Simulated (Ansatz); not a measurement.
Band-structure calculation of ZrC4

- system: ZrC4 (Pm-3m, 5 atoms in the cell)
- method: DFT PBE, scalar-relativistic, plane waves, PAW, no spin polarisation (Ansatz 0.2.0)

The structure was made by a generator, so it may or may not be a known phase.

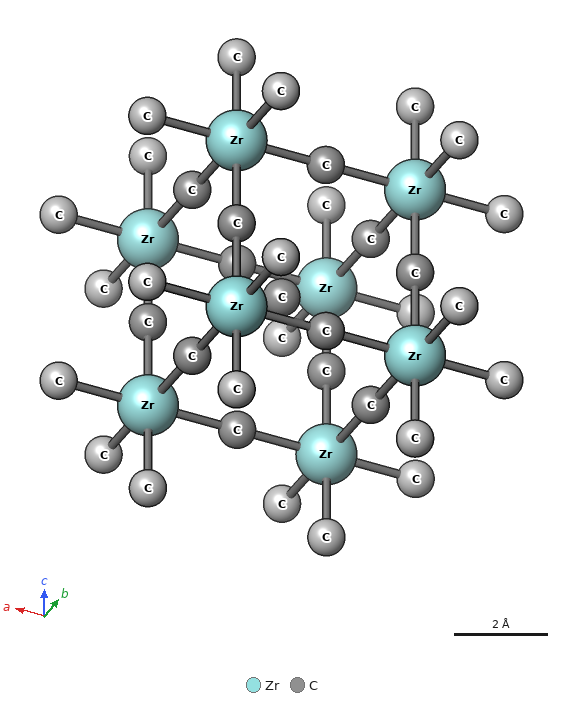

The structure as given in the input (ball-and-stick view of the cell of the calculation, seen at an oblique angle; neighbours outside the cell are drawn fainter). An atom can appear more than once, as a periodic image.

## Input
```yaml
crystal:
  lattice:
    - [4.3203383976, 0.0, 0.0]
    - [0.0, 4.3203383976, 0.0]
    - [0.0, 0.0, 4.3203383976]
  atoms:
    - { symbol: Zr, position: [0.0, 0.0, 0.0] }
    - { symbol: C, position: [0.5, 0.0, 0.0] }
    - { symbol: C, position: [0.0, 0.5, 0.0] }
    - { symbol: C, position: [0.0, 0.0, 0.5] }
    - { symbol: C, position: [0.5, 0.5, 0.5] }
basis:
  ecutwfc: 420
kpoints:
  mp_grid: { grid: [10, 10, 10] }
  band_path:
    path:
      - [[0.0, 0.0, 0.0], [0.0, 0.5, 0.0], [0.5, 0.5, 0.0], [0.0, 0.0, 0.0], [0.5, 0.5, 0.5], [0.0, 0.5, 0.0]]
      - [[0.5, 0.5, 0.5], [0.5, 0.5, 0.0]]
    npoints: 14
hamiltonian:
  xc: pbe
scf:
  occupations: { method: gaussian, width: 0.1 }
  n_extra_bands: 12
output:
  forces: true
  stress: true
  eigenvalues: true
  populations: true
  dos: { projected: true, de: 0.02, nscf_kmesh: { grid: [12, 12, 12] } }
  bader: true
  write_density: true
  write_potential: true
  elf: true
  volumetric_format: npy
```

Hardware: 1 thread of Arm Neoverse V2, 24 GiB of memory available, shared host.

Run as:
```bash
ansatz run input.yaml --threads 1 --pin off --max-ram 2560MiB --backend cpu --events-out ev --progress --plain --runs-dir out
```

## The program's output
```
scf.n_extra_bands = 12 over 14 filled bands (N_el = 28.0): the run solves 26 bands
Engine: ansatz 0.2.0, aarch64-unknown-linux-gnu
Pseudopotentials: kind: paw
Pseudopotential: Zr, paw, valence charge 12, recommended cutoff 420 eV (normal), Zr.paw.azcp
Pseudopotential: C, paw, valence charge 4, recommended cutoff 420 eV (normal), C.paw.azcp
Functional definition: PBE
  parameter kappa = 0.804
  parameter beta = 0.06672455060314922
  exchange = pbe_x(kappa = kappa, mu = beta*pi^2/3)
  correlation = pbe_c(beta = beta)
Crystal: 5 atoms, lattice volume = 80.641 Å³
Basis set: ecut = 420 eV, 1575 PW (Γ), exchange–correlation on 60×60×60 points (8 copies of the dense FFT grid, shifted against one another)
Bands: 26, of which v1, the nominal top of the filled ones, is band 14 counted from 1 (13 counted from 0)
Symmetry: 48 space group operations
Space group: Pm-3m (ITA 221), of the structure as read, at distance tolerance 4.3e-5 Å
k-points: 56 of 1000
Non-local potential: Zr, projectors of the file, l = 0: 3, l = 1: 2, l = 2: 2, l = 3: 2
Non-local potential: C, projectors of the file, l = 0: 2, l = 1: 2, l = 2: 1
PAW form: soft (Blöchl's): semilocal exchange-correlation on the pseudo side does not see the compensation charge
PAW one-centre angular grid: Zr, 590 points (default); XC on 64 Gauss nodes
PAW one-centre angular grid: C, 110 points (default); XC on 64 Gauss nodes
Initial density: superposition of atomic densities (neutral atoms: chi_scale 0, normalization atom), corrected by the library's trained network
Initial wavefunctions: pseudopotential atomic-orbital guess
Functional: x = pbe(κ = 0.804, μ = 0.2195149727645171), c = pbe(β = 0.06672455060314922)
SCF iter   1: F=—  HF=-5169.510947 eV  |F-HF|=—  |Δ(HF+E_count)|=         —  Δρ=6.69e-3  dr2=6.05e-2  ethr=1.77e-3  ⟨swp⟩=5.2  Hψ=5793  notcnv=0  defer=41
preconditioner: auto → Kerker (q_TF=auto, 2.287 Å⁻¹)  [metal: Δε(μ)=0.029 eV  Ē_g=9.119 eV  σ=0.100 eV  W_gap=0.16  n_scr=18 (ndim 8)  ℏωp=18.5 eV  f_vac=0.000  D(μ)=4.09/eV (n_scr^D=32)]
SCF iter   2: F=—  HF=-5169.507946 eV  |F-HF|=—  |Δ(HF+E_count)|=   3.00e-3  Δρ=3.78e-3  dr2=1.88e-2  ethr=2.16e-4  ⟨swp⟩=1.0  Hψ=1904  notcnv=0  defer=66
SCF iter   3: F=—  HF=-5169.506384 eV  |F-HF|=—  |Δ(HF+E_count)|=   1.56e-3  Δρ=3.80e-4  dr2=1.62e-4  ethr=6.71e-5  ⟨swp⟩=1.4  Hψ=1390  notcnv=0  defer=66
SCF iter   4: F=—  HF=-5169.506411 eV  |F-HF|=—  |Δ(HF+E_count)|=   2.64e-5  Δρ=1.53e-4  dr2=2.23e-5  ethr=5.78e-7  ⟨swp⟩=2.2  Hψ=1732  notcnv=0  defer=66
SCF iter   5: F=—  HF=-5169.506627 eV  |F-HF|=—  |Δ(HF+E_count)|=   2.16e-4  Δρ=2.28e-5  dr2=2.92e-7  ethr=7.98e-8  ⟨swp⟩=2.4  Hψ=1869  notcnv=0  defer=66
SCF iter   6: F=-5169.506627 eV  HF=-5169.506627 eV  |F-HF|=1.44e-8  |Δ(HF+E_count)|=   1.44e-7  Δρ=5.41e-6  dr2=1.67e-8  ethr=3.57e-10  ⟨swp⟩=13.0  Hψ=8733  notcnv=0
SCF 1 converged in 6 iterations: F = -5169.506627 eV  dr2 = 1.67e-8
  greatest PAW one-centre occupation: 0.996 electrons in one spin orbital (limit 2), on the Zr atom at site 0 (counted from 0), in its partial waves of l = 0
```

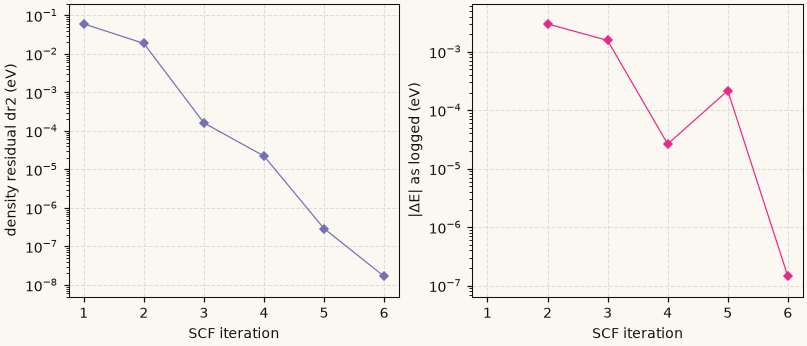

Convergence of the self-consistent field: density residual dr2 and size of the energy change against the SCF iteration. The residual falls at every step.

```
NSCF: frozen V_eff on 86 k-points
NSCF: frozen V_eff on 84 k-points
SCF converged after 6 iterations
Free energy (F): -5169.506627 eV
Harris-Foulkes:  -5169.506627 eV  (|F-HF|=1.44e-8)
Internal energy: -5169.484623 eV  (E = F + TS)
E sigma→0 (E₀):  -5169.495625 eV
Entropy (-TS):   -0.022004 eV (-4.401 meV/atom)
Fermi energy:    4.842464 eV
--- Per-component energies (eV) ---
  E_band       = -198.938442
  E_kinetic    = 639.856393
  E_local      = -1425.942417  (includes V_loc(G=0)·N_el)
  E_nonlocal   = 193.761042
  E_hartree    = 450.368516
  E_xc         = -339.551895
  E_vxc        = -409.541596  (∫ρ·V_xc dr)
  E_paw        = -3343.754075  (= ΣΔE_a)
  E_vpaw       = -97.810024  (= ΣTr[D̂ρ^β])
  E_aug_tail   = 0.000031  (compensation charges beyond the density's cutoff)
  E_ewald      = -1344.222217
  E_smearing   = -0.022004  (= −TS)
  E_closure    = -0.000000  (closes the sum)
  Σ components = -5169.506627   (vs F -5169.506627, Δ=0.00e0)
--- Forces (eV/Å), atoms counted from 1 ---
  atom   1  Zr    -0.00000000     0.00000000     0.00000000
  atom   2  C      0.00000000    -0.00000000    -0.00000000
  atom   3  C      0.00000000    -0.00000000    -0.00000000
  atom   4  C      0.00000000     0.00000000    -0.00000000
  atom   5  C      0.00000000     0.00000000    -0.00000000
  max |Σ_I F_I| component: 1.04e-29 eV/Å
--- Stress (GPa, compression-positive) ---
        0.007775       0.000000      -0.000000
        0.000000       0.007775       0.000000
       -0.000000       0.000000       0.007775
  P = ⅓ Tr σ = 0.0078 GPa (0.078 kbar)
--- Band table (eV; the first three rows and the last of 56) ---
  k-point 0: bands = ["-42.1625", "-20.4643", "-20.4643", "-20.4643", "-5.9654", "-3.9635", "-3.9635", "-2.8031", "3.0856", "3.0856", "3.0856", "5.7312", "5.7312", "5.7312", "5.9203", "5.9203", "5.9203", "7.1181", "7.1181", "7.1181", "7.7361", "7.7361", "7.7361", "12.4856", "12.4856", "14.7360"]
  k-point 1: bands = ["-42.1624", "-20.4697", "-20.4639", "-20.4639", "-5.9003", "-3.9580", "-3.9256", "-2.8392", "3.0966", "3.0966", "3.1132", "5.5233", "5.5233", "5.6429", "5.6742", "5.9059", "5.9059", "6.9097", "6.9838", "6.9838", "7.7456", "8.1789", "8.1789", "12.5052", "12.8838", "14.8832"]
  k-point 2: bands = ["-42.1623", "-20.4839", "-20.4627", "-20.4627", "-5.7157", "-3.9435", "-3.8736", "-2.8772", "3.1147", "3.1218", "3.1218", "5.0028", "5.1228", "5.1228", "5.5302", "5.8982", "5.8982", "6.4961", "6.8025", "6.8025", "7.7706", "9.0222", "9.0222", "12.5478", "13.7469", "15.2841"]
  k-point 55: bands = ["-42.1606", "-20.5095", "-20.5095", "-20.5095", "-3.6436", "-2.8851", "-2.8851", "-2.8851", "1.2483", "1.2483", "1.2483", "2.0331", "2.0331", "2.0638", "6.1084", "6.1084", "6.1084", "7.1417", "7.1417", "7.1417", "12.1518", "12.1518", "12.1518", "16.0888", "16.0888", "16.0888"]
--- Löwdin populations: 5 sites ---
  site symbol       q [e]
     0     Zr     11.3190
     1      C      4.2248
     2      C      4.2248
     3      C      4.2248
     4      C      3.9462
  spilling = 0.002153 (of n_electrons = 28.000000)
--- Bader charges: 5 sites ---
  site symbol  charge [e]  shift [e]
     0     Zr      1.8887     0.0004
     1      C     -0.6467     0.0001
     2      C     -0.6467     0.0001
     3      C     -0.6467     0.0001
     4      C      0.0513     0.0000
  estimated error of the sums over rays = 6.3e-4 e
```

## File populations.tsv
```
# site	symbol	l	j	q
# orbitals = lowdin
# n_electrons = 28.000000
# spilling = 0.002153
0	Zr	0_4S	-	1.927980
0	Zr	0_5S	-	0.508664
0	Zr	1_4P	-	5.909389
0	Zr	2_4D	-	2.972934
1	C	0_2S	-	1.640693
1	C	1_2P	-	2.584150
2	C	0_2S	-	1.640693
2	C	1_2P	-	2.584150
3	C	0_2S	-	1.640693
3	C	1_2P	-	2.584150
4	C	0_2S	-	1.966952
4	C	1_2P	-	1.979273
```

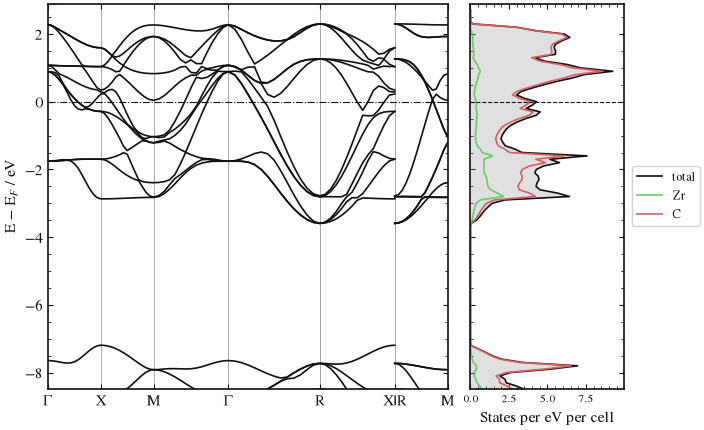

Band structure along Γ–X–M–Γ–R–X|R–M and density of states (projected on Löwdin-orthogonalised atomic shells), with energies from the Fermi level. Bands cross the Fermi level: a metal at this level of theory.

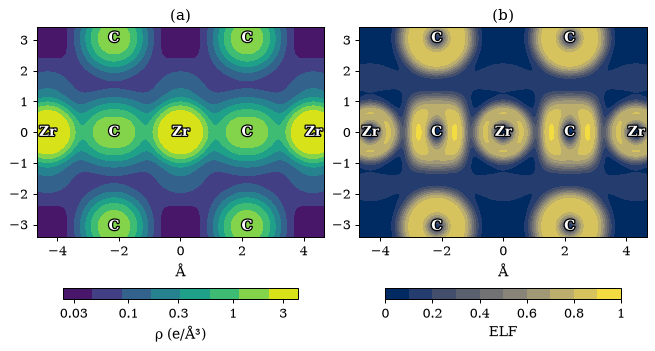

(a) valence charge density (pseudo); (b) ELF on the (110) plane of the conventional cell. The section cuts through Zr and C sites. Zr–C (2.16 Å): the density is about 0.69 e/Å³ at the midpoint; the ELF peaks at about 0.90 in the valence shell of C, 0.6 Å from its nucleus, and drops to about 0.30 between the two atoms. Away from the nuclei the density in this plane falls to 0.02 e/Å³ at its lowest. The strong features right at Zr lie inside the PAW spheres (semicore, d or f shells) and say nothing about bonding. Core electrons are frozen (PAW), so the fields are smoothed inside the atomic spheres.

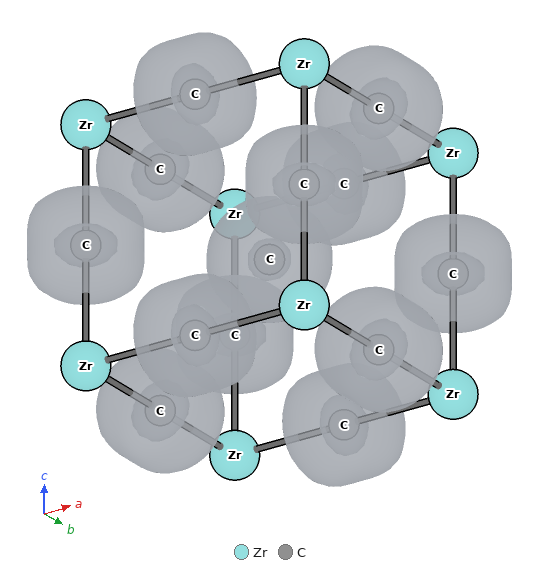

Isosurface of the electron localisation function at 0.65 (grey), seen at an oblique angle. Core shells and regions of very low density are left out. Sticks mark near contacts. The outline is the cell set on symmetry axes. Along the contacts the grid gives the following. Zr–C (2.16 Å): the ELF peaks at about 0.90 in the valence shell of C, 0.6 Å from its nucleus, and drops to about 0.30 between the two atoms.

## Results in brief

| quantity | value |
| --- | --- |
| outcome | converged |
| space group (tolerance 0.01 Å) | Pm-3m (221) |
| electrons treated | 28 |
| free energy | −5169.5066 eV |
| Fermi energy | 4.842 eV |
| gap on the k-point mesh | none (metallic) |
| pressure | 0.01 GPa |
| largest force (length of the vector) | under 0.001 eV/Å |
| wall time | 50 s |
| peak memory | 0.4 GiB |
